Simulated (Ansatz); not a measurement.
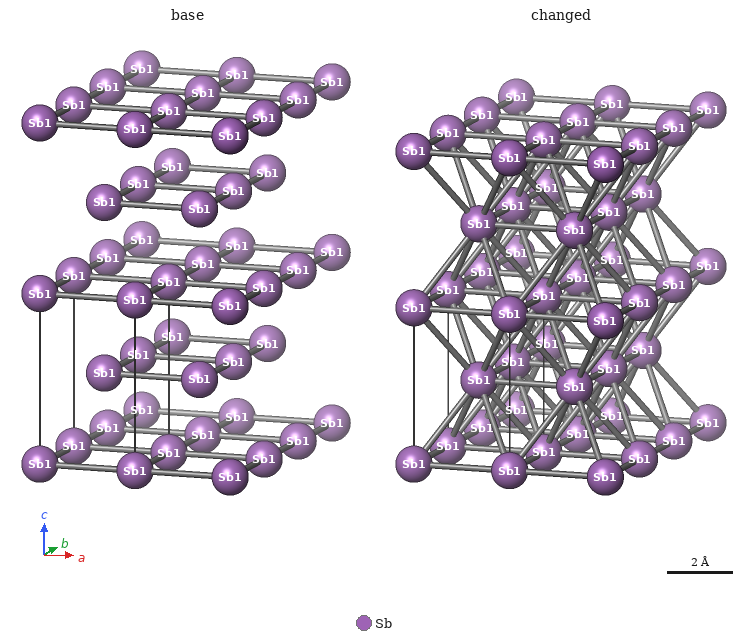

Left: a symmetric starting cell of Sb. Right: the same structure after one change, at the same scale. A ball-and-stick model of the conventional cell (2 times the calculation's cell), repeated 2 × 3 × 2 with one cell outlined, seen slightly off an axis. Lengths and directions refer to the drawn axes.

Level of theory: DFT PBE, scalar-relativistic, plane waves, PAW (Ansatz 0.2.0). (plane-wave cutoff 420 eV; k-point mesh 18 × 18 × 18; occupations gaussian; smearing width 0.1 eV; no spin polarisation)

> What was changed?

The cell is strained by −8.3 % along c and +0.7 % across it (volume −7.1 %), the atoms keeping their fractional coordinates. No relaxation follows. The starting cell wasn't computed here and needn't be at equilibrium, so pressure and forces aren't due to the change alone.

> How do the computed properties respond?

The pressure is 7.0 GPa (not all of it need come from the change, since the unchanged cell can be under pressure at this level too). The principal stresses (compression positive) are 7.2 GPa along c and 6.8 GPa across it. All forces vanish by symmetry. Among the bonded contacts that change: Sb–Sb 3.511 → 3.349 Å, Sb–Sb 3.153 → 3.174 Å. The space group stays I4/mmm (No. 139).
